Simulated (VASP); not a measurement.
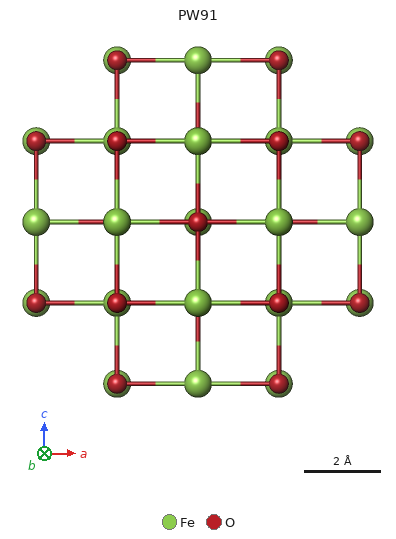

A crystal of FeO (set up in Fm-3m), relaxed (cell and atoms) with several functionals. The picture shows the result with PW91. The picture is a ball-and-stick view of the conventional cell (4 times the calculation's cell), seen along the b axis. Lengths and directions refer to the drawn axes.

Computed with VASP 6.6.1: VASP PAW PBE potentials, recommended; VASP PAW LDA potentials, recommended (each functional with its own set). Set-up: plane-wave cutoff 600 eV; k-point mesh 8 × 8 × 8; occupations fermi-dirac; smearing width 0.05 eV; collinear spin.

```csv
functional,volume (Å³/atom),a (Å)
PW91,9.983,4.306
revPBE,10.224,4.341
optB88-vdW,9.902,4.295
RPBE,10.314,4.353
PBEsol,9.580,4.248
rev-vdW-DF2,9.789,4.278
LDA,9.131,4.180
BLYP,10.398,4.365
AM05,9.580,4.248
r2SCAN,?,?
SCAN,9.620,4.254
vdW-DF-cx,9.662,4.260
```

Q: Estimate the missing row from the others, and compare with the calculation.

A: With r2SCAN the volume falls between vdW-DF-cx (9.662) and rev-vdW-DF2 (9.789). The calculation gives 9.701 Å³/atom (a = 4.266 Å). Left out of the table: PBE, which met the thresholds at the start cell and never moved. In order of volume: LDA < PBEsol ≈ AM05 < SCAN < vdW-DF-cx < r2SCAN < rev-vdW-DF2 < optB88-vdW < PW91 < revPBE < RPBE < BLYP; the spread is 13.9 %.
